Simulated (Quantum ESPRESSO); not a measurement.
Input file:

```
&CONTROL
  calculation = 'scf'
  prefix = 'pwscf'
  outdir = './tmp'
  pseudo_dir = './pseudo'
  tprnfor = .true.
  tstress = .true.
  disk_io = 'low'
/
&SYSTEM
  ibrav = 0
  celldm(1) = 8
  nat = 4
  ntyp = 2
  ecutwfc = 45
  ecutrho = 360
  nbnd = 14
  occupations = 'smearing'
  smearing = 'fd'
  degauss = 0.00367493
/
&ELECTRONS
  conv_thr = 8d-10
  electron_maxstep = 120
  mixing_beta = 0.5
/
ATOMIC_SPECIES
N     14.0070 n_pbesol_v1.2.uspp.F.UPF
B     10.8100 b_pbesol_v1.4.uspp.F.UPF
CELL_PARAMETERS alat
  0.6032807982561   0.0000000000000   0.0000000000000
 -0.3016403991399   0.5224564969044   0.0000000000000
  0.0000000000000   0.0000000000000   0.9984497898131
ATOMIC_POSITIONS crystal
N      0.3333333333    0.6666666667    0.1252760000
N      0.6666666667    0.3333333333    0.6252760000
B      0.3333333333    0.6666666667    0.4997240000
B      0.6666666667    0.3333333333    0.9997240000
K_POINTS automatic
12 12 6 0 0 0
```

Run with:

```sh
OMP_NUM_THREADS=1 mpirun -n 2 pw.x -nk 2 -in pw.in > pw.out
OMP_NUM_THREADS=1 mpirun -n 1 pp.x -in pp_density.in > pp_density.out
OMP_NUM_THREADS=1 mpirun -n 1 pp.x -in pp_potential.in > pp_potential.out
```

Below, planes, directions and counts refer to the conventional cell (a = 2.55 Å, b = 2.55 Å, c = 4.23 Å, α = 90.00°, β = 90.00°, γ = 120.00°).

Space group P6₃mc; a structure from a database of computed crystals, not necessarily the ambient phase; computed pressure about −5 GPa in this cell.

Method: Kohn-Sham DFT of a periodic cell, PBEsol, GBRV 1.5 PBEsol in Quantum ESPRESSO.

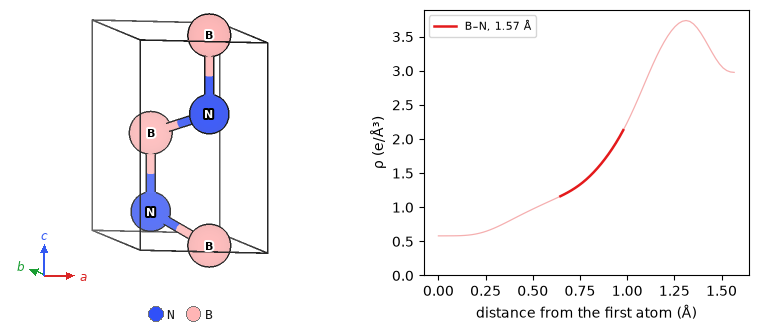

BN. Valence charge density (pseudo) along straight lines between neighbouring atoms. Thin, pale parts lie inside the atomic spheres. The structure is drawn too.

The density is the valence pseudo-density of a pseudopotential calculation; it isn't the true density close to the nuclei.

What can be read from the curves?

B–N (1.57 Å): ρ at the midpoint is about 1.4 e/Å³.
